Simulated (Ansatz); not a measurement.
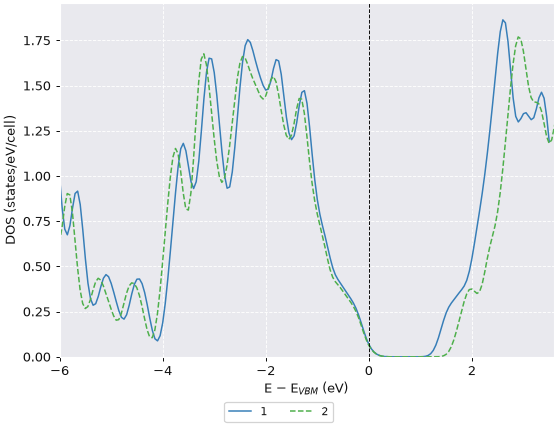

Total densities of states of GaP, space group I-4m2, 2 atoms in the cell, zincblende type, uniaxial (x) strain +4.2%, by two methods on the same cell. The curves are built from the levels of the k mesh with Gaussians 0.3 eV wide, which also blur the band edges. Each is counted from its own valence-band top.

> Which curve is which? The methods: r2SCAN, PBE.

1 is PBE; 2 is r2SCAN. PBE gives a gap of 1.40 eV and r2SCAN gives a gap of 1.75 eV.

Settings. PBE: DFT, PBE, plane waves, PAW, no spin polarisation, 8×8×8 k mesh, 420 eV cutoff, Fermi-Dirac smearing of 0.02 eV (Ansatz). r2SCAN: DFT, r2SCAN, plane waves, PAW, no spin polarisation, 8×8×8 k mesh, 500 eV cutoff (Ansatz 0.2.0).
